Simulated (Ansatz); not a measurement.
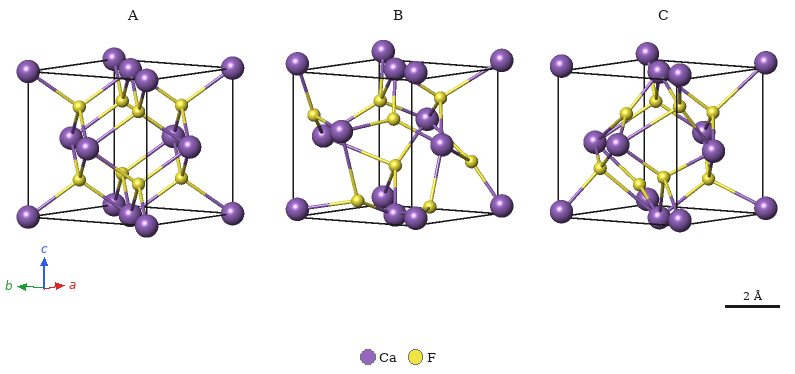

First-principles dynamics of a 12-atom cell of CaF2 (set up in Fm-3m), 500 fs long. The cell was cut from the crystal with space group Fm-3m. 3 frames in shuffled order; frame A is the first. A ball-and-stick model of the simulation cell, seen from a free direction. Atoms are followed out of the cell. Bonds to atoms that aren't drawn are left out.

Level of theory: DFT PBEsol, scalar-relativistic, plane waves, PAW (Ansatz 0.2.0). Set-up: plane-wave cutoff 420 eV; k-point mesh 2 × 2 × 2; Fermi-Dirac smearing 0.17 eV; Langevin thermostat (NVT); set temperature 2000 K; time step 2 fs; friction 0.02 per fs.

### Put the frames in order of time.

A, C, B, at 0 fs, 114 fs, 500 fs; the root-mean-square distance from the start grows as 0.00, 0.45, 0.89 Å. In the second half of the run the atoms are, in the root-mean-square, this far from where they began (common drift taken out): F 0.82 Å, Ca 0.43 Å. Against the typical shortest distance between atoms in the first frame, about 2.4 Å these are large excursions, but over 500 fs one can't yet tell strong vibration from the start of diffusion.

The run took 13 min on 1 thread of AMD EPYC 7R43 64-Core Processor (Zen 3) (shared host), peak memory 0.57 GiB.

PAW datasets: the set soft_1.
